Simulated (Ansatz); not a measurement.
**TaN: one change and its effect**

System: TaN (P3m1, 2 atoms in the cell).
Method of run 1: DFT r2SCAN, scalar-relativistic, plane waves, PAW, no spin polarisation (Ansatz 0.2.0).

The structure derives from an entry of the Crystallography Open Database. Text and figures count atoms from 1; the logs count them from 0 in places.

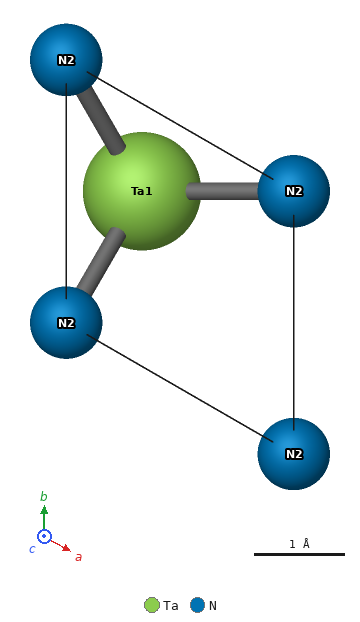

Figure 1. The structure (ball-and-stick view of the cell of the calculation, along the c axis; atoms are numbered from 1 in the order of the input). Near neighbours in the crystal (not all of them lie inside the picture): Ta has 6 N at 2.04 to 2.43 Å and 8 Ta at 2.88 to 2.94 Å; N has 6 Ta at 2.04 to 2.43 Å.

**The input, run 1**
```yaml
crystal:
  lattice:
    - [2.9379988584, 0.0, 0.0]
    - [-1.4689994292, 2.5443816477, 0.0]
    - [0.0, 0.0, 2.883]
  atoms:
    - { symbol: Ta, position: [0.3333333333, 0.6666666667, 0.5] }
    - { symbol: "N", position: [0.0, 0.0, -0.1040582726] }
basis:
  ecutwfc: 500
kpoints:
  mp_grid: { grid: [18, 18, 16] }
hamiltonian:
  xc: r2scan
scf:
  occupations: { method: gaussian, width: 0.15 }
output:
  forces: true
  stress: true
  eigenvalues: true
```

Launched with:
```bash
ansatz run input.yaml --threads 1 --pin off --max-ram 2560MiB --backend cpu --events-out ev --progress --plain --runs-dir out
```

Hardware: 1 thread of Oxide Virtual Turin-like (Zen 5), 32 GiB of memory available, shared host.

**Output, shortened to warnings, some set-up lines, iterations and results (run 1)**
```
Basis set: ecut = 500 eV, 551 PW (Γ), exchange–correlation on 96×96×96 points (64 copies of the dense FFT grid, shifted against one another)
Symmetry: 6 space group operations
k-points: 522 of 5184 (time reversal used)
Initial density: superposition of atomic densities (neutral atoms: chi_scale 0, normalization atom), corrected by the library's trained network
[...]
SCF iter   1: F=—  HF=-10331.000959 eV  |F-HF|=—  |Δ(HF+E_count)|=         —  Δρ=1.19e-2  dr2=1.05e-2  dr2_τ=1.38e-1  ethr=1.77e-3  ⟨swp⟩=5.7  Hψ=36989  notcnv=0
SCF iter   2: F=—  HF=-10331.096883 eV  |F-HF|=—  |Δ(HF+E_count)|=   9.59e-2  Δρ=8.61e-3  dr2=8.34e-3  dr2_τ=8.02e-4  ethr=5.81e-5  ⟨swp⟩=2.0  Hψ=15523  notcnv=0
SCF iter   3: F=—  HF=-10331.100556 eV  |F-HF|=—  |Δ(HF+E_count)|=   3.67e-3  Δρ=3.90e-3  dr2=2.01e-3  dr2_τ=3.21e-4  ethr=4.64e-5  ⟨swp⟩=2.0  Hψ=9313  notcnv=0
SCF iter   4: F=—  HF=-10331.100736 eV  |F-HF|=—  |Δ(HF+E_count)|=   1.80e-4  Δρ=1.61e-3  dr2=5.77e-4  dr2_τ=4.06e-5  ethr=1.12e-5  ⟨swp⟩=2.7  Hψ=10836  notcnv=0
SCF iter   5: F=—  HF=-10331.100651 eV  |F-HF|=—  |Δ(HF+E_count)|=   8.46e-5  Δρ=4.48e-4  dr2=4.44e-5  dr2_τ=2.81e-6  ethr=3.21e-6  ⟨swp⟩=2.6  Hψ=9026  notcnv=0
SCF iter   6: F=—  HF=-10331.100645 eV  |F-HF|=—  |Δ(HF+E_count)|=   5.66e-6  Δρ=3.19e-5  dr2=2.16e-7  dr2_τ=2.85e-8  ethr=2.47e-7  ⟨swp⟩=2.1  Hψ=9000  notcnv=0
SCF iter   7: F=-10331.100645 eV  HF=-10331.100645 eV  |F-HF|=1.38e-9  |Δ(HF+E_count)|=   8.38e-9  Δρ=6.88e-6  dr2=7.77e-9  dr2_τ=1.25e-9  ethr=5.56e-10  ⟨swp⟩=6.2  Hψ=33550  …
SCF 1 converged in 7 iterations: F = -10331.100645 eV  dr2 = 7.77e-9
SCF converged after 7 iterations
Free energy (F): -10331.100645 eV
Harris-Foulkes:  -10331.100645 eV  (|F-HF|=1.38e-9)
Internal energy: -10331.099636 eV  (E = F + TS)
E sigma→0 (E₀):  -10331.100141 eV
Entropy (-TS):   -0.001010 eV (-0.505 meV/atom)
Fermi energy:    20.593786 eV
--- Per-component energies (eV) ---
  E_band       = -68.218489
  E_kinetic    = 504.576622
  E_local      = -630.175092  (includes V_loc(G=0)·N_el)
  E_nonlocal   = 60.648530
  E_hartree    = 215.830365
  E_xc         = -266.413162
  E_vxc        = -309.487320  (∫ρ·V_xc dr)
  E_paw        = -8552.847528  (= ΣΔE_a)
  E_vpaw       = -141.404587  (= ΣTr[D̂ρ^β])
  E_aug_tail   = 0.000093  (compensation charges beyond the density's cutoff)
  E_vtau       = 15.962353  (kinetic-family band-sum trace: ∫τ·v_τ [+ j·A + Jᵃ·Aᵃ] dr)
  E_ewald      = -1661.933619
  E_core_change = -0.785845  (= ΣΔE_core)
  E_smearing   = -0.001010  (= −TS)
  E_closure    = 0.000000  (closes the sum)
  Σ components = -10331.100645   (vs F -10331.100645, Δ=0.00e0)
--- Forces (eV/Å), atoms counted from 1 ---
  atom   1  Ta    -0.00000000     0.00000000    -4.93942314
  atom   2  N      0.00000000     0.00000000     4.93941167
  max |Σ_I F_I| component: 1.15e-5 eV/Å
--- Stress (GPa, compression-positive) ---
       18.505178       0.000000       0.000000
       -0.000000      18.505178      -0.000000
        0.000000      -0.000000      19.308023
  P = ⅓ Tr σ = 18.7728 GPa (187.728 kbar)
```

For run 2 the input was changed thus:
```diff
-    - { symbol: "N", position: [0.0, 0.0, -0.1040582726] }
+    - { symbol: "N", position: [0.0, 0.0, 0.0780437045] }
```

How does run 2 compare with run 1?

With the same functional and potentials, run 2 lies 159.4 meV per atom lower. The pressure goes from 18.77 to 10.53 GPa. The largest force goes from 4.939 to 3.570 eV/Å. The number of SCF iterations is the same. On the same kind of shared host run 2 took about 0.67 times as long.

**Output, shortened to warnings, some set-up lines, iterations and results (run 2)**
```
Basis set: ecut = 500 eV, 551 PW (Γ), exchange–correlation on 96×96×96 points (64 copies of the dense FFT grid, shifted against one another)
Symmetry: 6 space group operations
k-points: 522 of 5184 (time reversal used)
Initial density: superposition of atomic densities (neutral atoms: chi_scale 0, normalization atom), corrected by the library's trained network
[...]
SCF iter   1: F=—  HF=-10331.318660 eV  |F-HF|=—  |Δ(HF+E_count)|=         —  Δρ=1.15e-2  dr2=9.74e-3  dr2_τ=1.31e-1  ethr=1.77e-3  ⟨swp⟩=5.7  Hψ=36380  notcnv=0
SCF iter   2: F=—  HF=-10331.415890 eV  |F-HF|=—  |Δ(HF+E_count)|=   9.72e-2  Δρ=8.64e-3  dr2=8.62e-3  dr2_τ=7.03e-4  ethr=5.41e-5  ⟨swp⟩=2.0  Hψ=15803  notcnv=0
SCF iter   3: F=—  HF=-10331.419830 eV  |F-HF|=—  |Δ(HF+E_count)|=   3.94e-3  Δρ=4.47e-3  dr2=3.17e-3  dr2_τ=4.74e-4  ethr=4.79e-5  ⟨swp⟩=2.0  Hψ=9364  notcnv=0
SCF iter   4: F=—  HF=-10331.419697 eV  |F-HF|=—  |Δ(HF+E_count)|=   1.33e-4  Δρ=2.18e-3  dr2=1.05e-3  dr2_τ=7.05e-5  ethr=1.76e-5  ⟨swp⟩=2.2  Hψ=8632  notcnv=0
SCF iter   5: F=—  HF=-10331.419543 eV  |F-HF|=—  |Δ(HF+E_count)|=   1.54e-4  Δρ=4.69e-4  dr2=4.64e-5  dr2_τ=3.13e-6  ethr=5.83e-6  ⟨swp⟩=2.4  Hψ=8686  notcnv=0
SCF iter   6: F=—  HF=-10331.419538 eV  |F-HF|=—  |Δ(HF+E_count)|=   4.78e-6  Δρ=3.69e-5  dr2=3.43e-7  dr2_τ=4.38e-8  ethr=2.58e-7  ⟨swp⟩=2.0  Hψ=9210  notcnv=0
SCF iter   7: F=-10331.419538 eV  HF=-10331.419538 eV  |F-HF|=1.42e-9  |Δ(HF+E_count)|=   5.20e-8  Δρ=8.87e-6  dr2=1.15e-8  dr2_τ=1.82e-9  ethr=5.56e-10  ⟨swp⟩=6.0  Hψ=33176  …
SCF 1 converged in 7 iterations: F = -10331.419538 eV  dr2 = 1.15e-8
SCF converged after 7 iterations
Free energy (F): -10331.419538 eV
Harris-Foulkes:  -10331.419538 eV  (|F-HF|=1.42e-9)
Internal energy: -10331.418784 eV  (E = F + TS)
E sigma→0 (E₀):  -10331.419161 eV
Entropy (-TS):   -0.000754 eV (-0.377 meV/atom)
Fermi energy:    20.447784 eV
--- Per-component energies (eV) ---
  E_band       = -68.202052
  E_kinetic    = 503.197653
  E_local      = -618.906722  (includes V_loc(G=0)·N_el)
  E_nonlocal   = 60.126276
  E_hartree    = 210.813098
  E_xc         = -266.169542
  E_vxc        = -309.089166  (∫ρ·V_xc dr)
  E_paw        = -8552.557924  (= ΣΔE_a)
  E_vpaw       = -141.064181  (= ΣTr[D̂ρ^β])
  E_aug_tail   = 0.000110  (compensation charges beyond the density's cutoff)
  E_vtau       = 15.906012  (kinetic-family band-sum trace: ∫τ·v_τ [+ j·A + Jᵃ·Aᵃ] dr)
  E_ewald      = -1667.135888
  E_core_change = -0.785845  (= ΣΔE_core)
  E_smearing   = -0.000754  (= −TS)
  E_closure    = 0.000000  (closes the sum)
  Σ components = -10331.419538   (vs F -10331.419538, Δ=0.00e0)
--- Forces (eV/Å), atoms counted from 1 ---
  atom   1  Ta     0.00000000     0.00000000     3.57003627
  atom   2  N     -0.00000000     0.00000000    -3.57002854
  max |Σ_I F_I| component: 7.73e-6 eV/Å
--- Stress (GPa, compression-positive) ---
        9.701327       0.000000       0.000000
       -0.000000       9.701327       0.000000
        0.000000       0.000000      12.180952
  P = ⅓ Tr σ = 10.5279 GPa (105.279 kbar)
```

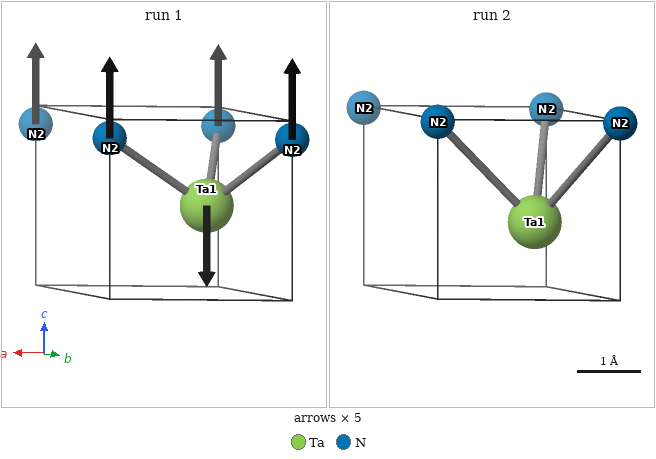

Figure 2. The two input geometries at one scale (ball-and-stick view of the cell of the calculation, seen at an oblique angle). The black arrows on the first give the shifts of the atoms relative to the cell, magnified 5 times. The largest moves, 0.26 Å, are those of Ta1 and N2. Largest moves by element: Ta 0.26 Å, N 0.26 Å. The cell doesn't change. Among the contacts that change: Ta1–N2 2.431 → 2.087 Å.

**The two runs side by side**

```tsv
quantity	run 1	run 2
outcome	converged	converged
free energy per atom (eV)	−5165.5503	−5165.7098
energy per atom, smearing taken to zero (eV)	−5165.5501	−5165.7096
gap on the mesh (eV)	0.00	0.00
pressure (GPa)	18.77	10.53
largest force (eV/Å)	4.939	3.570
SCF iterations	7	7
irreducible k-points	522	522
plane waves at Γ	551	551
wall time (shared host)	27 s	18 s
```

For both runs: Spin–orbit coupling is left out, which matters for Ta. For run 1: The cell is under a pressure of 18.8 GPa at this level, so it is not at its equilibrium volume. For run 2: The cell is under a pressure of 10.5 GPa at this level, so it is not at its equilibrium volume.
